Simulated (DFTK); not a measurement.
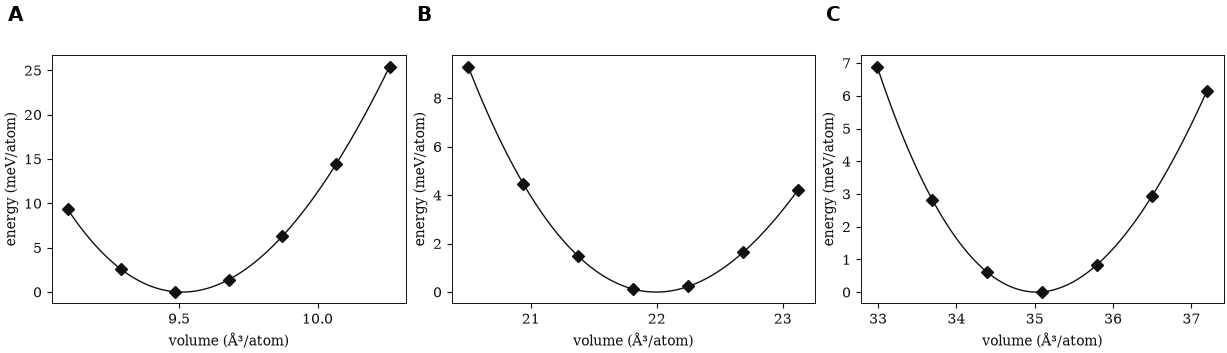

Each panel shows the energy against volume for one of these solids: MgB₂, P6/mmm (No. 191); NaCl, Fm-3m (No. 225); RbCl, Fm-3m (No. 225).

Method: plane-wave DFT, no spin polarisation; energies at scaled volumes of the given cell, shape and fractions fixed, counted from the fit's minimum, third-order Birch-Murnaghan fit (DFTK 0.8.2). Level: PBEsol.

Question: Match the panels to the solids.

Answer: A is MgB₂ (energy from 0.03 meV/atom to 25.39 meV/atom, V0 9.511 Å³/atom, B0 155 GPa); B is NaCl (energy from 0.12 meV/atom to 9.30 meV/atom, V0 22 Å³/atom, B0 25.8 GPa); C is RbCl (energy from 0.01 meV/atom to 6.89 meV/atom, V0 35.02 Å³/atom, B0 16.5 GPa).

For MgB₂, limits of the calculation: shape and atomic fractions are frozen while scaling, which makes layered, chain and framework solids too stiff.
